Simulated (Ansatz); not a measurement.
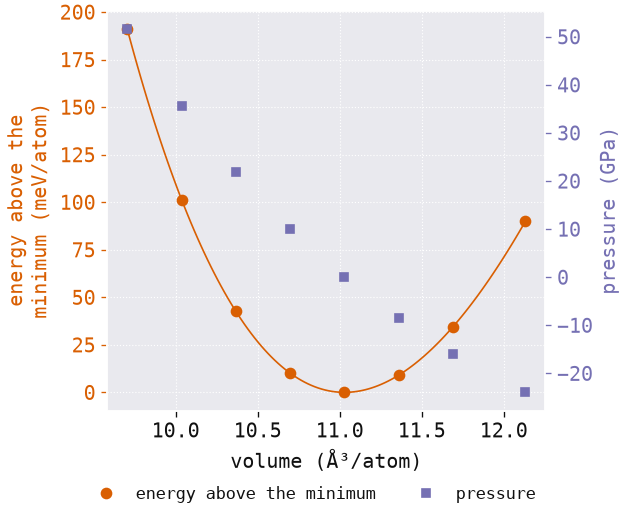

The figure shows the energy above the minimum and pressure against volume for Ta₅N₆, space group P6_3/mcm (No. 193).

The given structure:
```
Ta N
1.0
     5.18517    0.00000    0.00000
    -2.59258    4.49049    0.00000
     0.00000    0.00000   10.42053
Ta N
10 12
Direct
  0.33333 0.66667 0.00000
  0.66667 0.33333 0.50000
  0.66667 0.33333 0.00000
  0.33333 0.66667 0.50000
  0.32396 0.00000 0.25000
  0.32396 0.32396 0.75000
  0.00000 0.32396 0.25000
  0.67604 0.00000 0.75000
  0.67604 0.67604 0.25000
  0.00000 0.67604 0.75000
  0.34138 0.00000 0.62151
  0.34138 0.34138 0.12151
  0.00000 0.34138 0.62151
  0.65862 0.00000 0.12151
  0.65862 0.65862 0.62151
  0.00000 0.65862 0.12151
  0.00000 0.65862 0.37849
  0.65862 0.65862 0.87849
  0.65862 0.00000 0.37849
  0.00000 0.34138 0.87849
  0.34138 0.34138 0.37849
  0.34138 0.00000 0.87849
```

Calculation (Ansatz 0.2.0): third-order Birch-Murnaghan fit to density functional energies at scaled volumes of the given relaxed cell, shape and atoms relaxed at each volume; energies count from the fitted minimum; plane waves with PAW datasets, Γ-centred k mesh. Level: r2SCAN, no spin polarisation.

wave cutoff 500 eV; k mesh 12×12×4; occupations Gaussian; smearing width 0.1 eV.

Question: How stiff is the solid, and where is its volume at rest?

Answer: A third-order Birch–Murnaghan fit gives V0 = 11.03 Å³/atom, B0 = 309 GPa and B′ = 4.2.

Question: How does the pressure vary with volume?

Answer: It falls from 51.59 GPa at volume 9.705 Å³/atom to −23.97 GPa at 12.132 Å³/atom, and changes sign near 11.03 Å³/atom.

Question: Is there a gap?

Answer: No, the levels on the k mesh show a metal at every point.
